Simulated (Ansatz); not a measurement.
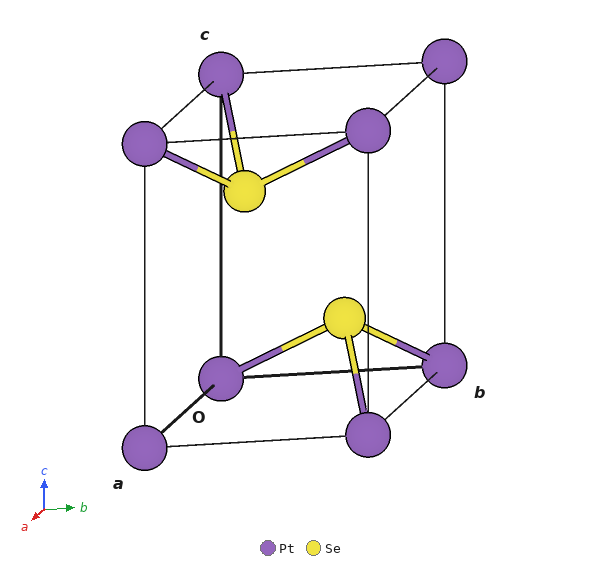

For PtSe2, a calculation's input that goes back to an entry of the Crystallography Open Database (an earlier step may have relaxed or displaced it): one unit cell is drawn above. All values are computed from the atomic coordinates in the standard setting (tolerance 0.002 Å).

```cif
data_structure
_symmetry_space_group_name_H-M 'P 1'
_symmetry_Int_Tables_number 1
_cell_length_a 3.7287
_cell_length_b 3.7287
_cell_length_c 5.2770
_cell_angle_alpha 90.000
_cell_angle_beta 90.000
_cell_angle_gamma 120.000
_cell_volume 63.54
loop_
_atom_site_label
_atom_site_type_symbol
_atom_site_fract_x
_atom_site_fract_y
_atom_site_fract_z
_atom_site_occupancy
Pt1 Pt 0.00000 0.00000 0.00000 1
Se1 Se 0.33333 0.66667 0.24622 1
Se2 Se 0.66667 0.33333 0.75378 1
```

What is its point group?

-3m (D3d), order 12, trigonal system: one threefold axis, three twofold axes, three mirror planes, an inversion centre.

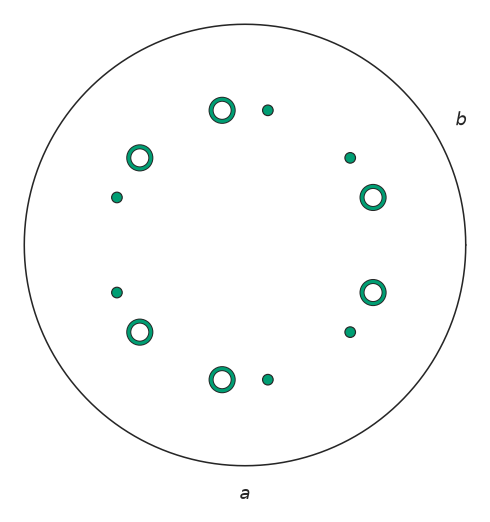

Stereographic projection: filled dots lie in the upper hemisphere, open rings in the lower. The poles are one general form. The c axis points at the viewer.

What does this class allow?

Class -3m is centrosymmetric, so neither piezoelectric nor pyroelectric; it is not chiral. Its Laue class is -3m.
